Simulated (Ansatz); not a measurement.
System: a slab cut from Cu (slab content Cu₁₂), space group P6_3/mmc (No. 194).

The given structure:
```yaml
crystal:
  lattice:
    - [2.52060, 0.00000, 0.00000]
    - [-1.26030, 2.18290, 0.00000]
    - [0.00000, 0.00000, 4.11650]
  atoms:
    - { symbol: Cu, position: [0.33333, 0.66667, 0.25000] }
    - { symbol: Cu, position: [0.66667, 0.33333, 0.75000] }
```

Input of one of the runs behind the figure:
```
crystal:
  lattice:
    - [2.5205910259, 0.0, 0.0]
    - [-1.260295513, 4.6594847538, 0.0]
    - [0.0, 0.0, 26.2497401493]
  atoms:
    - { symbol: Cu, position: [0.4390143062, 0.8780286125, 0.285717114] }
    - { symbol: Cu, position: [0.7804633151, 0.5609266302, 0.3469407957] }
    - { symbol: Cu, position: [0.0487531169, 0.0975062338, 0.3591855321] }
    - { symbol: Cu, position: [0.3902021258, 0.7804042516, 0.4204092138] }
    - { symbol: Cu, position: [0.6584919276, 0.3169838551, 0.4326539501] }
    - { symbol: Cu, position: [0.9999409365, 0.9998818729, 0.4938776318] }
    - { symbol: Cu, position: [0.2682307382, 0.5364614765, 0.5061223682] }
    - { symbol: Cu, position: [0.6096797471, 0.2193594943, 0.5673460499] }
    - { symbol: Cu, position: [0.8779695489, 0.7559390978, 0.5795907862] }
    - { symbol: Cu, position: [0.2194185578, 0.4388371156, 0.6408144679] }
    - { symbol: Cu, position: [0.4877083596, 0.9754167192, 0.6530592043] }
    - { symbol: Cu, position: [0.8291573685, 0.658314737, 0.714282886] }
basis:
  ecutwfc: 420
kpoints:
  mp_grid: { grid: [14, 8, 1] }
hamiltonian:
  xc: pbesol
scf:
  occupations: { method: gaussian, width: 0.1 }
output:
  forces: true
  eigenvalues: true
  write_density: true
  write_potential: true
  elf: true
  volumetric_format: npy
relax:
  adjacent_minimum: "off"
  f_tol: 0.02
  max_steps: 60
efield:
  axis: 3
  dipole_correction: true
  ramp_width: 0.04
```

Command:
```bash
ansatz run input.yaml --threads 2 --pin off --max-ram 5120MiB --backend cpu --events-out ev --progress --plain --runs-dir out
```

Calculation (Ansatz 0.2.0): spacing and rumpling of the atomic planes of a slab cut from the relaxed bulk cell along the Miller plane (conventional indices), bottom to top, after all atoms relax, plane waves with PAW datasets, Γ-centred k mesh. Level: PBEsol, no spin polarisation.

space group in which the indices count 194; Miller index h 1; Miller index k 0; Miller index l 1; top plane Cu; bottom plane Cu; planes 12; surface cell (1, 1); slab thickness as cut 11.25 Å; vacuum 15 Å; surface area 11.74 Å²; surface a 2.521 Å; surface b 4.827 Å; surface angle 105.1 °; slab atoms 12; wave cutoff 420 eV; k mesh 14×8×1; occupations Gaussian; smearing width 0.1 eV; boundary dipole corrected.

Describe the result: the spacing change of each pair of planes. The cases: 1–2; 2–3; 3–4; 4–5; 5–6; 6–7; 7–8; 8–9; 9–10; 10–11; 11–12.

The least value, −0.225 Å, is that of 1–2 and 11–12, and the largest, 0.083 Å, that of 2–3 and 10–11. In rising order: 1–2 (−0.225), 11–12 (−0.225), 3–4 (−0.045), 9–10 (−0.045), 5–6 (−0.012), 7–8 (−0.012), 4–5 (0.011), 8–9 (0.011), 6–7 (0.013), 2–3 (0.083), 10–11 (0.083), in Å. The spacing to next, in Å, is 1.382 for 1–2, 0.404 for 2–3, 1.562 for 3–4, 0.332 for 4–5, 1.595 for 5–6, 0.335 for 6–7, 1.595 for 7–8, 0.332 for 8–9, 1.562 for 9–10, 0.404 for 10–11 and 1.382 for 11–12.

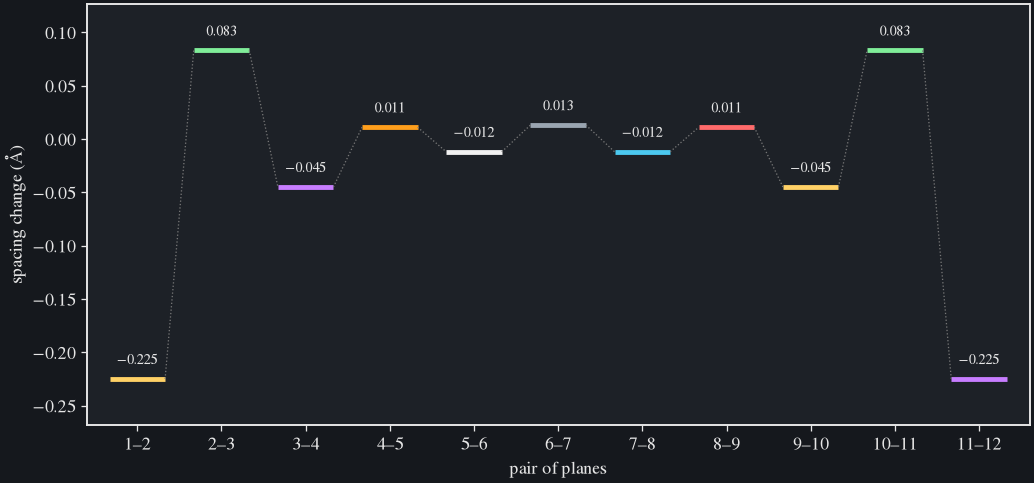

Caveats: k mesh lowers the symmetry; xc potential rough in thin density.
